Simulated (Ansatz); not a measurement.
Cell and atoms:

```cif
data_structure
_symmetry_space_group_name_H-M 'P 1'
_symmetry_Int_Tables_number 1
_cell_length_a 2.8151
_cell_length_b 9.3851
_cell_length_c 7.3141
_cell_angle_alpha 90.000
_cell_angle_beta 90.000
_cell_angle_gamma 90.000
_cell_volume 193.24
loop_
_atom_site_label
_atom_site_type_symbol
_atom_site_fract_x
_atom_site_fract_y
_atom_site_fract_z
_atom_site_occupancy
Ga1 Ga 0.50000 0.25266 0.25000 1
Ga2 Ga 0.00000 0.24734 0.75000 1
Ga3 Ga 0.00000 0.00000 0.50000 1
Ga4 Ga 0.00000 0.00000 0.00000 1
O1 O 0.50000 0.13633 0.92463 1
O2 O 0.00000 0.36367 0.07537 1
O3 O 0.00000 0.36367 0.42463 1
O4 O 0.50000 0.13633 0.57537 1
O5 O 0.50000 0.39203 0.75000 1
O6 O 0.00000 0.10797 0.25000 1
Ga5 Ga 0.00000 0.75266 0.25000 1
Ga6 Ga 0.50000 0.74734 0.75000 1
Ga7 Ga 0.50000 0.50000 0.50000 1
Ga8 Ga 0.50000 0.50000 0.00000 1
O7 O 0.00000 0.63633 0.92463 1
O8 O 0.50000 0.86367 0.07537 1
O9 O 0.50000 0.86367 0.42463 1
O10 O 0.00000 0.63633 0.57537 1
O11 O 0.00000 0.89203 0.75000 1
O12 O 0.50000 0.60797 0.25000 1
```

Work out the structure from the coordinates.

This is Ga$_{2}$O$_{3}$. Space group: Cmcm (No. 63). Lattice: base-centred orthorhombic. Content of the cell: 8 Ga, 12 O (Z = 4). About every Ga there are six O at 1.96 to 2.17 Å. About every O there are four Ga at 1.96 to 2.17 Å. The bonds build a three-dimensional framework.

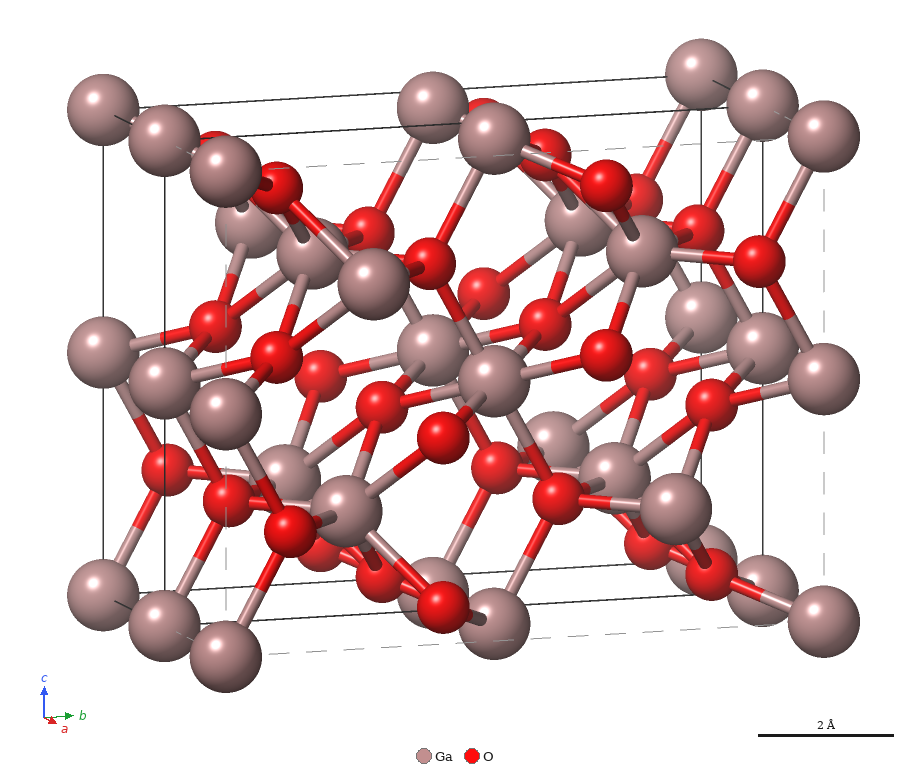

Structure drawing (ball-and-stick), viewed slightly off an axis. The solid box is one conventional unit cell, and 2×1×1 cells are shown.

The cell started as a structure listed in the Materials Project. Earlier steps of the study, as a rule a relaxation of our own, may have changed the cell and positions, so they can lie some per cent off the listed ones. An electronic-structure calculation with Ansatz was run on it.
